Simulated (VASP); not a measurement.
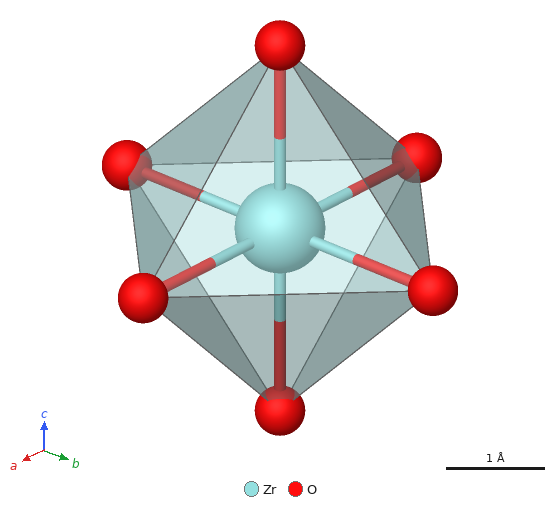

Coordination of Zr in BaZrO3 (Pm-3m). Shape measures S are computed against regular polyhedra or, for capped shapes, the nearer of the equal-edge and equal-bond forms. Source: the end point of a relaxation with VASP Kohn-Sham DFT of a periodic cell, r2SCAN, VASP PAW PBE potentials, recommended in VASP 6.6.1.

What geometry does the central atom have?

ZrO6: an essentially ideal octahedron (coordination number 6, S = 0.00; next best trigonal prism, S = 16.7).

Does the central atom sit at the centroid of its ligands?

Yes, to within 0.01 Å; the site symmetry is m-3m.

How long are the bonds?

6 × Zr–O 2.11 Å. The next neighbour, not counted, lies at 3.65 Å.
